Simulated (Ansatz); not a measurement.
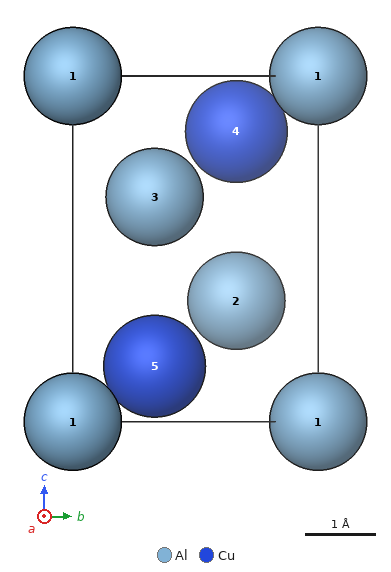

Starting structure of a crystal of Al₃Cu₂ (set up in P-3m1). The picture is a spheres-only view of the cell of the calculation, seen along the a axis.

Case: dispersion relaxed: D4.

Theory: Ansatz 0.2.0, DFT r2SCAN+D4, scalar-relativistic, plane waves, PAW.

The input:
```yaml
crystal:
  lattice:
    - [4.0919516368, 0.0, 0.0]
    - [-2.0459758184, 3.5437340685, 0.0]
    - [0.0, 0.0, 4.9927787]
  atoms:
    - { symbol: Al, position: [0.0, 0.0, 0.0] }
    - { symbol: Al, position: [0.3333333333, 0.6666666667, 0.34992535] }
    - { symbol: Al, position: [0.6666666667, 0.3333333333, 0.65007465] }
    - { symbol: Cu, position: [0.3333333333, 0.6666666667, 0.83951213] }
    - { symbol: Cu, position: [0.6666666667, 0.3333333333, 0.16048787] }
basis:
  ecutwfc: 500
kpoints:
  mp_grid: { grid: [12, 12, 8] }
hamiltonian:
  xc: r2scan
  dispersion: d4
scf:
  occupations: { method: gaussian, width: 0.1 }
output:
  forces: true
  stress: true
  eigenvalues: true
relax:
  adjacent_minimum: "off"
  f_tol: 0.01
  max_steps: 60
  cell: { stress_tol: 0.05 }
```

Launched with:
```bash
ansatz run input.yaml --threads 1 --pin off --max-ram 2560MiB --backend cpu --events-out ev --progress --plain --runs-dir out
```

Where does the relaxation end?

The atoms keep their places relative to the cell (all moves are under 0.005 Å). The drawn cell changes as follows: a = b 4.092 → 4.086 Å (−0.2 %), c 4.993 → 4.971 Å (−0.4 %); the volume changes by −0.8 %. Near-neighbour distances that change, for instance: Al2–Cu4 2.548 → 2.535 Å, Al2–Cu4 (another image) 2.444 → 2.435 Å, Al2–Al3 2.798 → 2.789 Å, Al1–Cu4 2.495 → 2.489 Å. The space group stays P-3m1 (No. 164). The energy falls by 0.4 meV per atom in 2 accepted moves (3 points after the start). The largest force component goes from 0.016 to 0.0066 eV/Å. The pressure goes from −0.88 to 0.02 GPa. The SCF was repeated once at an unchanged geometry on a basis and grid sized afresh for the cell, which shifted the energy by less than 0.05 meV per atom at most. The run took 95 s on 1 thread of Oxide Virtual Turin-like Processor (Zen 5) (shared host), peak memory 0.74 GiB.
